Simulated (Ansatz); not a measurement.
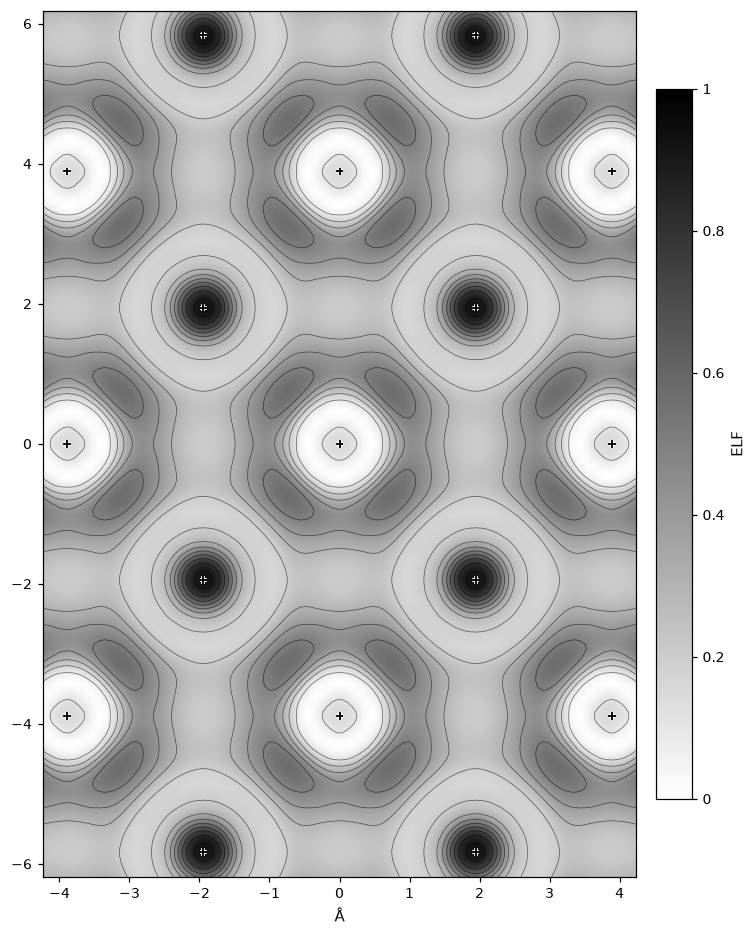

The ELF on a plane through atoms (crosses mark nuclei in the plane).

Level of theory: DFT r2SCAN, scalar-relativistic, plane waves, PAW in Ansatz.

Candidates:
A. Al, a = 3.19 Å, b = 3.19 Å, c = 3.19 Å, α = 90.00°, β = 90.00°, γ = 90.00°. Space group Im-3m; a structure from a database of computed crystals, not necessarily the ambient phase.
B. P, a = 3.32 Å, b = 10.19 Å, c = 4.16 Å, α = 90.00°, β = 90.00°, γ = 90.00°. Space group Cmce; not relaxed (largest force 0.3 eV/Å); computed pressure about 3 GPa in this cell.
C. Al₃Cu, a = 3.89 Å, b = 3.89 Å, c = 11.67 Å, α = 90.00°, β = 90.00°, γ = 90.00°. Space group Pm-3m; a structure from a database of computed crystals, not necessarily the ambient phase; computed without spin polarisation.

Question: Which candidate gave the map?

Answer: Candidate C: Al₃Cu on the (010) plane of the calculation cell, which holds Al and Cu. Al–Cu (2.75 Å): the ELF is about 0.45 at the midpoint.
